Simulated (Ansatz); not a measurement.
# Settings and their price: generalised stacking fault on (111) (shuffle set) of a GaAs-GaSb solid solution (48 atoms)

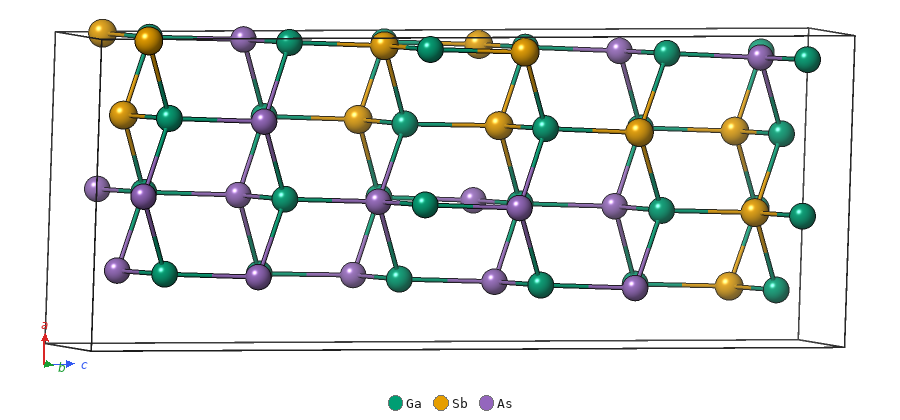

The cell (gallium teal, antimony orange, arsenic purple). Some periodic images of atoms are drawn too.

The cell holds 48 atoms: 24 Ga, 10 Sb and 14 As. Its edges and angles: a = 8.267 Å, b = 7.159 Å, c = 20.260 Å, α = 90.0°, β = 88.1°, γ = 90.0°. It derives from GaAs and GaSb. Zinc-blende GaAs lattice (a = 5.8453 Å, the value set for the mixture), cell with z along [111], 2 x 1 x 2 periods; the third cell vector is tilted by 0.167 of 1/2[1-10] and lengthened by 0 Å, so the cell holds one fault (shuffle set); displaced by a Gaussian of 0.01 Å; 10 of 24 As sites given to Sb at random (lattice constant by Vegard's rule between GaAs and GaSb).

Geometry: as built.

Reference run: Kohn-Sham DFT, PBE, PAW (set soft_2), plane waves (Ansatz 0.2.0), cutoff 420 eV, k-mesh 2×2×1, fermi-dirac smearing of 0.05 eV.

```
r.m.s. force component                           : 0.5185 eV/Å
pressure                                         : 3.548 GPa
spacing of highest filled and lowest empty level : 0.081 eV
SCF cycles                                       : 8
time                                             : 1.8 min on 4 threads of Arm Neoverse V1, shared host
```

**Question.** The same geometry is run again with each of these changes. How far do the results move, and how long does each run take?
- support functions medium
- support functions low
- support functions high
- support functions medium, spacing 0.343 Å (grid laid 0.338 Å)
- support functions medium, spacing 0.297 Å (grid laid 0.281 Å)
- support functions medium, spacing 0.263 Å (grid laid 0.239 Å)
- support functions medium, spacing 0.206 Å (grid laid 0.199 Å)
- support functions medium, spacing 0.183 Å (grid laid 0.172 Å)
- basis.ecutwfc = "500 eV", hamiltonian.xc = "rpbe" and scf.lower_state_search = "off"

Each row is set against the plane-wave reference (Kohn-Sham DFT, PBE, PAW (set soft_2), plane waves; r.m.s. force component 0.519 eV/Å). Energies are set beside the reference only for runs with its functional, potentials and electron count. Times are for 4 threads of Arm Neoverse V1, shared host. The reference's time includes the DOS, the stress and grids, which some other runs skip.

| run | Δ force, r.m.s. (meV/Å) | share of r.m.s. force (%) | Δ energy (meV/atom) | Δ pressure (GPa) | cycles | time | host memory (GiB) |
| --- | --- | --- | --- | --- | --- | --- | --- |
| reference | - | - | - | - | 8 | 1.8 min | 5.2 |
| support functions medium | 0.522 | 0.101 | -1.49 | - | 13 | 2.7 min | 3.4 |
| support functions low | 0.541 | 0.104 | -1.49 | - | 12 | 2.5 min | 3.4 |
| support functions high | 0.092 | 0.0178 | -1.45 | - | 18 | 10 min | 5.6 |
| support functions medium, spacing 0.343 Å (grid laid 0.338 Å) | 15.3 | 2.94 | 43.5 | - | 12 | 81 s | 2.1 |
| support functions medium, spacing 0.297 Å (grid laid 0.281 Å) | 5.15 | 0.994 | -4.03 | - | 13 | 94 s | 2.4 |
| support functions medium, spacing 0.263 Å (grid laid 0.239 Å) | 0.615 | 0.119 | -1.80 | - | 13 | 2.2 min | 2.7 |
| support functions medium, spacing 0.206 Å (grid laid 0.199 Å) | 0.448 | 0.0863 | -1.46 | - | 13 | 2.6 min | 3.7 |
| support functions medium, spacing 0.183 Å (grid laid 0.172 Å) | 0.441 | 0.0851 | -1.46 | - | 15 | 3.4 min | 4.4 |
| basis.ecutwfc = "500 eV", hamiltonian.xc = "rpbe" and scf.lower_state_search = "off" | 11.2 | 2.15 | - | 1.73 | 8 | 2.2 min | 6.0 |

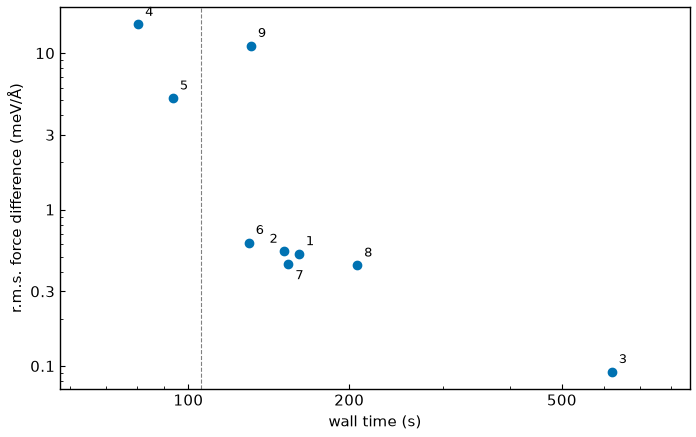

Force difference from the reference against wall time; the dashed line marks the reference's time. Points: 1 support functions medium; 2 support functions low; 3 support functions high; 4 support functions medium, spacing 0.343 Å (grid laid 0.338 Å); 5 support functions medium, spacing 0.297 Å (grid laid 0.281 Å); 6 support functions medium, spacing 0.263 Å (grid laid 0.239 Å); 7 support functions medium, spacing 0.206 Å (grid laid 0.199 Å); 8 support functions medium, spacing 0.183 Å (grid laid 0.172 Å); 9 basis.ecutwfc = "500 eV", hamiltonian.xc = "rpbe" and scf.lower_state_search = "off".

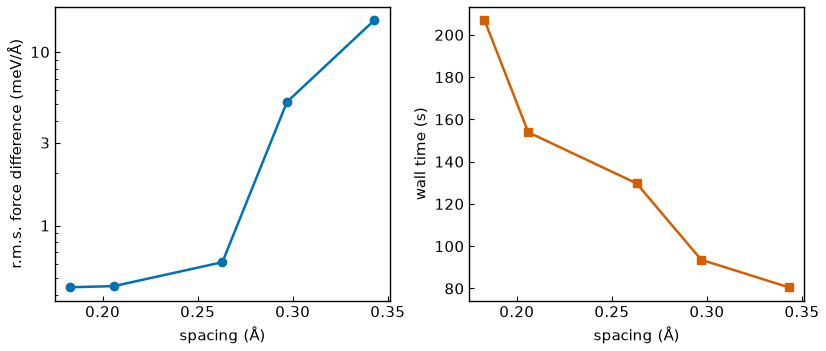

Force difference and time against the spacing.

Among numerical settings the force difference runs from 0.092 meV/Å (support functions high) to 15 meV/Å (support functions medium, spacing 0.343 Å (grid laid 0.338 Å)). At 48 atoms the fastest of the runs at a preset level, support functions low, takes roughly 1.4 times the time of plane waves (whose run also made extra analyses, so the like-for-like ratio is larger), in 12 SCF cycles against 8. Differences between support functions and plane waves include what basis error the plane-wave run still has. As the typed spacing goes from 0.183 to 0.343 Å, the force difference goes from 0.44 to 15 meV/Å, and the time from 3.4 min to 81 s. 

[Logs are printed without paths, hosts, clocks, repeated set-up lines and the standing remarks that a program may print on its own settings, such as how far it seeks lower states.]

[Hosts, paths, dates, database ids (printed as entryN), source tags and the programs' standing remarks are cut or masked in the printed files.]
